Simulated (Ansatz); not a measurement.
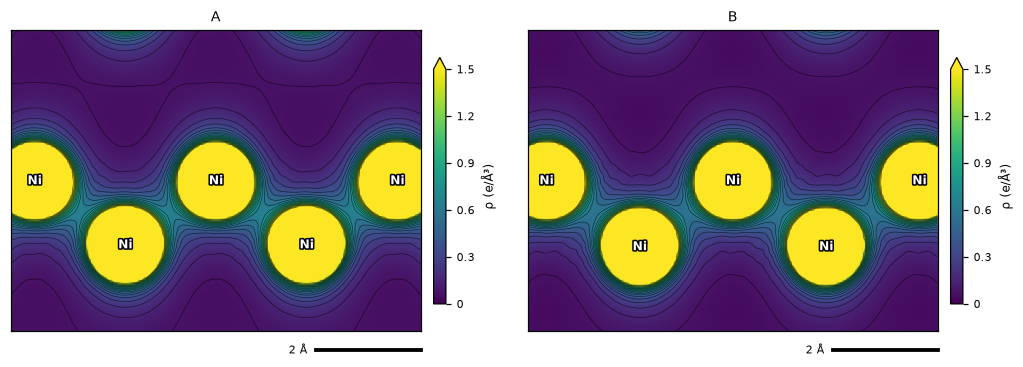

Ni. The valence pseudo-density of two cells that differ in size, on the (101̄) plane of each (indices in the axes of the calculation cell), at one length scale and on one colour scale: B has 15.8 Å³ an atom and A 14.5.

Theory: DFT, m-r2SCAN, plane waves (500 eV) with PAW, scalar-relativistic in Ansatz.

In a PAW calculation such maps are meaningful between the atoms, not at the nuclei.

The larger cell:

```cif
data_structure
_symmetry_space_group_name_H-M 'P 1'
_symmetry_Int_Tables_number 1
_cell_length_a 3.5484
_cell_length_b 3.5484
_cell_length_c 3.5484
_cell_angle_alpha 60.000
_cell_angle_beta 60.000
_cell_angle_gamma 60.000
_cell_volume 31.59
loop_
_atom_site_label
_atom_site_type_symbol
_atom_site_fract_x
_atom_site_fract_y
_atom_site_fract_z
_atom_site_occupancy
Ni1 Ni 0.12500 0.12500 0.12500 1
Ni2 Ni 0.87500 0.87500 0.87500 1
```

The smaller cell: a = 3.451 Å, b = 3.451 Å, c = 3.451 Å, α = 60.00°, β = 60.00°, γ = 60.00°.

What changes from the larger cell to the smaller?

From the larger cell to the smaller, Ni–Ni goes from 2.17 to 2.11 Å, and the density at its midpoint from 0.57 to 0.64 e/Å³.
